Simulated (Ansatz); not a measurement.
# TiC: 7 runs along one coordinate

System: TiC (I4mm, 2 atoms in the cell).
Method: DFT PBE, scalar-relativistic, plane waves, PAW, no spin polarisation (Ansatz 0.2.0).

The 7 runs differ only in the geometry, by a shift of atoms along one path in a fixed cell. The shift s is measured from run 4: C2 moves along the Cartesian direction (0.00, 1.00, 0.00). The structure derives from an entry of the Crystallography Open Database.

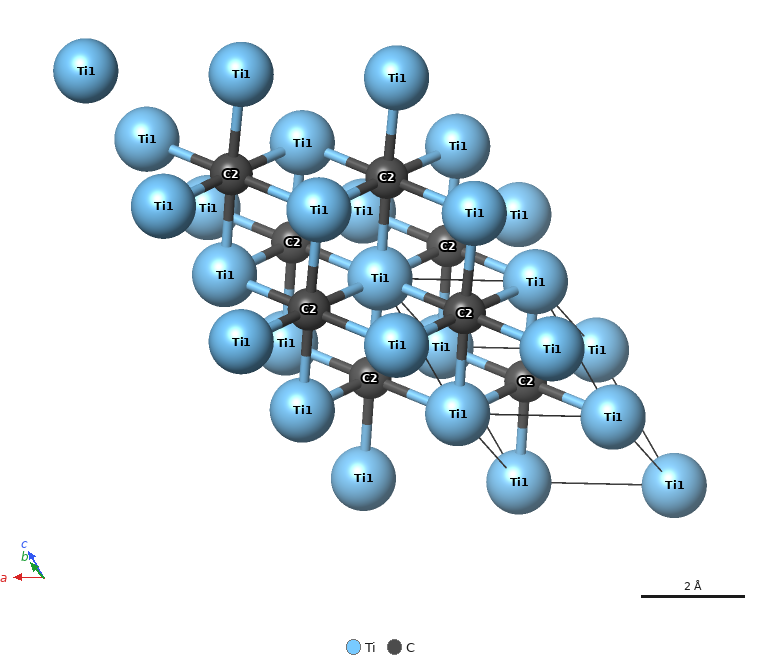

Figure 1. The structure of run 4 (ball-and-stick view of the cell of the calculation, repeated 2 × 2 × 2, seen at an oblique angle; atoms are numbered from 1 in the order of the input).

**Input of run 4**
```yaml
crystal:
  lattice:
    - [0.0, 2.164, 2.164]
    - [2.164, 0.0, 2.164]
    - [2.164, 2.164, 0.0]
  atoms:
    - { symbol: Ti, position: [0.0, 0.0, 0.0] }
    - { symbol: C, position: [0.5086645102, 0.4913354898, 0.5086645102] }
basis:
  ecutwfc: 420
kpoints:
  mp_grid: { grid: [18, 18, 18] }
hamiltonian:
  xc: pbe
scf:
  occupations: { method: gaussian, width: 0.15 }
output:
  forces: true
  stress: true
  eigenvalues: true
```

Command:
```bash
ansatz run input.yaml --threads 1 --pin off --max-ram 2560MiB --backend cpu --events-out ev --progress --plain --runs-dir out
```

Run 3 differs from it as follows:
```diff
-    - { symbol: C, position: [0.5086645102, 0.4913354898, 0.5086645102] }
+    - { symbol: C, position: [0.5057763401, 0.4942236599, 0.5057763401] }
```

**Results, with one run withheld**

```tsv
run	shift s of C2 (Å)	free energy per atom, from the lowest run given (meV)	pressure (GPa)	force along the path (eV/Å)
1	−0.1375	22.76	2.06	0.909
2	−0.0250	0.00	0.90	−0.117
3	−0.0125	?	?	?
4	0.0000	2.93	1.04	−0.352
5	0.0250	8.77	1.34	−0.581
6	0.0375	12.75	1.54	−0.692
7	0.0500	17.42	1.78	−0.801
```

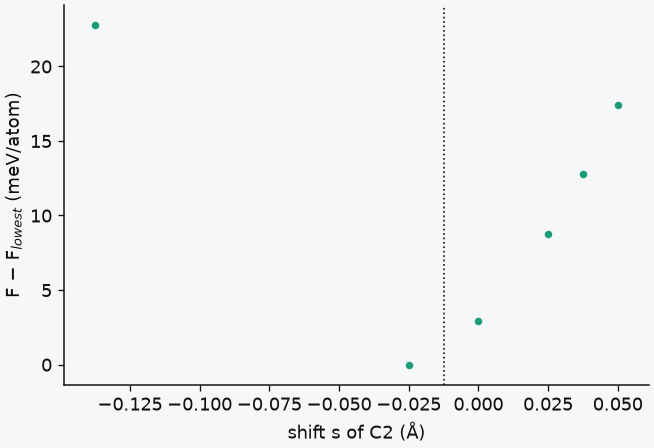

Figure 2. Free energy per atom of the runs given; the dotted line marks run 3.

What should run 3 give?

A cubic polynomial in the coordinate, fitted to the 6 runs given, misses them by at most 0.02 meV per atom. With x = s + 0.0083, it reads F = 1.6461 + 137.43 x + 2299.1 x² − 228.14 x³ (meV per atom). At run 3 it gives 1.11 meV per atom, and the run itself gives 1.10. The slope of the fit gives a force −dF/ds of −0.236 eV/Å along the path (summed over the atoms that move), and the printed forces give −0.235 eV/Å. The fit has its minimum at s = −0.0381 Å.

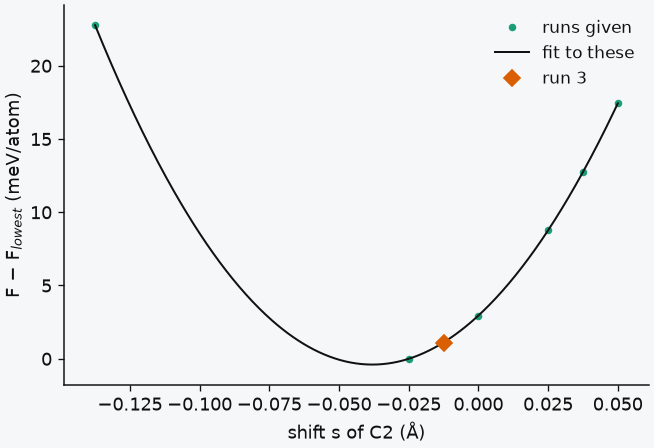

Figure 3. The fit and the withheld run.

**Output, shortened to warnings, some set-up lines, iterations and results (run 3)**
```
Basis set: ecut = 420 eV, 411 PW (Γ), exchange–correlation on 48×48×48 points (8 copies of the dense FFT grid, shifted against one another)
Symmetry: 8 space group operations
k-points: 480 of 5832 (time reversal used)
Initial density: superposition of atomic densities (neutral atoms: chi_scale 0, normalization atom), corrected by the library's trained network
[...]
SCF iter   1: F=—  HF=-2752.271078 eV  |F-HF|=—  |Δ(HF+E_count)|=         —  Δρ=3.69e-3  dr2=1.92e-3  ethr=1.77e-3  ⟨swp⟩=4.3  Hψ=28522  notcnv=0
SCF iter   2: F=—  HF=-2752.270630 eV  |F-HF|=—  |Δ(HF+E_count)|=   4.48e-4  Δρ=2.32e-3  dr2=8.79e-4  ethr=1.20e-5  ⟨swp⟩=1.0  Hψ=9600  notcnv=0
SCF iter   3: F=—  HF=-2752.270528 eV  |F-HF|=—  |Δ(HF+E_count)|=   1.02e-4  Δρ=1.74e-4  dr2=2.18e-6  ethr=5.49e-6  ⟨swp⟩=2.1  Hψ=6614  notcnv=0
SCF iter   4: F=—  HF=-2752.270529 eV  |F-HF|=—  |Δ(HF+E_count)|=   9.42e-7  Δρ=3.46e-5  dr2=1.22e-7  ethr=1.36e-8  ⟨swp⟩=2.1  Hψ=8971  notcnv=0
SCF iter   5: F=-2752.270529 eV  HF=-2752.270529 eV  |F-HF|=1.40e-9  |Δ(HF+E_count)|=   3.42e-8  Δρ=6.96e-6  dr2=6.55e-9  ethr=7.65e-10  ⟨swp⟩=2.0  Hψ=9102  notcnv=0
SCF iter   6: F=-2752.270529 eV  HF=-2752.270529 eV  |F-HF|=3.60e-10  |Δ(HF+E_count)|=  3.05e-10  Δρ=1.58e-6  dr2=4.11e-10  ethr=4.09e-11  ⟨swp⟩=1.6  Hψ=17283  notcnv=0
SCF 1 converged in 6 iterations: F = -2752.270529 eV  dr2 = 4.11e-10
SCF converged after 6 iterations
Free energy (F): -2752.270529 eV
Harris-Foulkes:  -2752.270529 eV  (|F-HF|=3.60e-10)
Internal energy: -2752.267142 eV  (E = F + TS)
E sigma→0 (E₀):  -2752.268835 eV
Entropy (-TS):   -0.003387 eV (-1.694 meV/atom)
Fermi energy:    14.743753 eV
--- Per-component energies (eV) ---
  E_band       = -110.257999
  E_kinetic    = 362.499847
  E_local      = -774.062442  (includes V_loc(G=0)·N_el)
  E_nonlocal   = 31.973470
  E_hartree    = 314.374115
  E_xc         = -147.469057
  E_vxc        = -184.166673  (∫ρ·V_xc dr)
  E_paw        = -1145.257295  (= ΣΔE_a)
  E_vpaw       = -175.250313  (= ΣTr[D̂ρ^β])
  E_aug_tail   = 0.000148  (compensation charges beyond the density's cutoff)
  E_ewald      = -1394.325927
  E_smearing   = -0.003387  (= −TS)
  E_closure    = 0.000000  (closes the sum)
  Σ components = -2752.270529   (vs F -2752.270529, Δ=0.00e0)
--- Forces (eV/Å), atoms counted from 1 ---
  atom   1  Ti     0.00000000     0.23456577     0.00000000
  atom   2  C      0.00000000    -0.23458023     0.00000000
  max |Σ_I F_I| component: 1.45e-5 eV/Å
--- Stress (GPa, compression-positive) ---
        0.894222       0.000000       0.000000
        0.000000       1.065282       0.000000
        0.000000       0.000000       0.894222
  P = ⅓ Tr σ = 0.9512 GPa (9.512 kbar)
```
